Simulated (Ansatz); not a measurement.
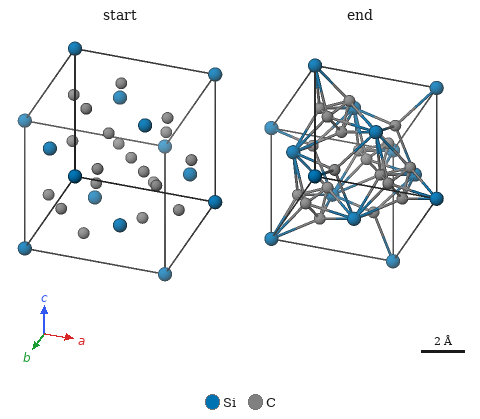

The structure of solid SiC5 (a generated structure, set up in F-43m) (coarse preliminary run) before (left) and after (right) a relaxation, at one scale.

The picture is a ball-and-stick view of the conventional cell (4 times the calculation's cell), seen from a free direction. Lengths and directions refer to the drawn axes.

Computed with DFT PBE, scalar-relativistic, plane waves, PAW in Ansatz. Set-up: plane-wave cutoff 420 eV; k-point mesh 4 × 4 × 4; occupations gaussian; smearing width 0.1 eV; no spin polarisation; cell and atoms relaxed; force threshold 0.04 eV/Å; at most 70 steps.

What changed between the two?

Answer. The largest moves relative to the cell, 0.37 Å, are those of C atoms. Si stays in place. The volume changes by −34.7 %, with a = b = c 7.083 → 6.146 Å (−13.2 %). Some distances before and after: C–C 2.504 → 1.563 Å, C–Si 2.936 → 2.510 Å, C–Si 3.067 → 2.661 Å. New bonds form: C–C (2.50 → 1.56 Å). The space group stays F-43m (No. 216). The energy falls by 7.829 eV per cell of the calculation in 7 accepted moves (8 points after the start). Largest force component: 0.11 eV/Å at the start, 0.005 eV/Å at the end. Pressure: −24.27 GPa at the start and −0.26 GPa at the end. The SCF was repeated once at an unchanged geometry on a basis and grid sized afresh for the cell, which shifted the energy by 15.8 meV per cell of the calculation at most. The run took 15 s on 1 thread of Intel(R) Xeon(R) Processor @ 2.70GHz, with other jobs on the host, peak memory 0.36 GiB.
